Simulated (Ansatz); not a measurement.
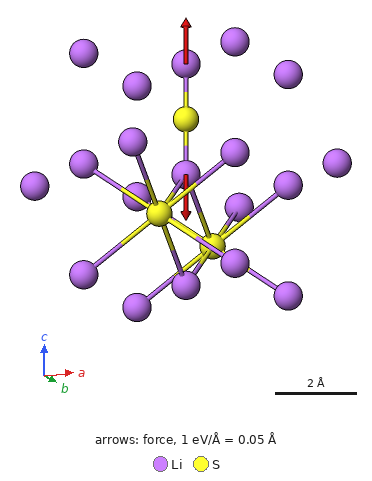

Starting geometry of a defect cell of composition Li16S7 (cell charge +2) (started half-way along a vacancy jump, in the symmetry of that start) with the computed forces as red arrows. The picture is a ball-and-stick view of the atoms within 4.2 Å of the atom that moves most (axes of the conventional cell (2 times the calculation's cell) (origin shifted)), seen from a free direction. Lengths and directions refer to the drawn axes.

All numbers below come from Ansatz, DFT PBEsol, scalar-relativistic, plane waves, PAW. Set-up: plane-wave cutoff 420 eV; k-point mesh 4 × 4 × 4; occupations gaussian; smearing width 0.05 eV; no spin polarisation; atoms relaxed in a fixed cell; force threshold 0.02 eV/Å; at most 60 steps.

Question: Is this structure relaxed? If not, where do the atoms go?

Answer: It isn't relaxed: the largest force vector, on Li atoms, is 23.86 eV/Å. The final displacements follow the starting forces only in part (cosine between the two patterns 0.74). The energy falls by 12.241 eV per cell of the calculation in 6 geometry steps. Largest force component: 24 eV/Å at the start, 0.0038 eV/Å at the end. The largest moves, 0.75 Å, are those of Li atoms. Largest moves by element: Li 0.75 Å, S 0.33 Å. The lattice vectors keep their values. Among the contacts that change: Li–S 1.414 → 2.160 Å, Li–Li 2.827 → 2.333 Å, Li–S 2.448 → 2.297 Å, Li–S 2.448 → 2.543 Å. Bond angles that change, for instance: S–Li–S 109.5° → 128.8°, S–Li–S 125.3° → 115.6°.

Limits of the set-up: the periodic images lie only 8.0 Å apart, so the values are limited by the cell's size; the cell is charged, on a uniform background, and energies carry no finite-size correction.
